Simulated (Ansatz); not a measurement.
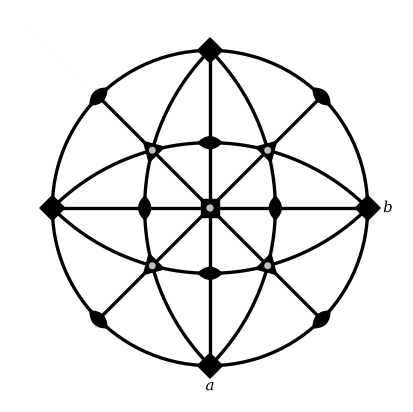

Stereographic projection: heavy lines are mirror planes (a heavy rim: a mirror in the plane of the page); lens, triangle, square and hexagon are 2-, 3-, 4- and 6-fold axes, a lens in an open square is −4, a triangle in an open hexagon −6; thin dashed diameters join the ends of axes that lie in the page; a small open circle marks inversion. The c axis points at the viewer. Computed from the symmetry operations of a computed or model structure of composition Al, which need not be its known form.

Question: Name the crystal class.

Answer: m-3m (Oh), order 48, cubic system: three fourfold axes, four threefold axes, six twofold axes, nine mirror planes, an inversion centre.

Question: Which physical properties does it allow?

Answer: It is centrosymmetric, so neither piezoelectric nor pyroelectric; it is not chiral.
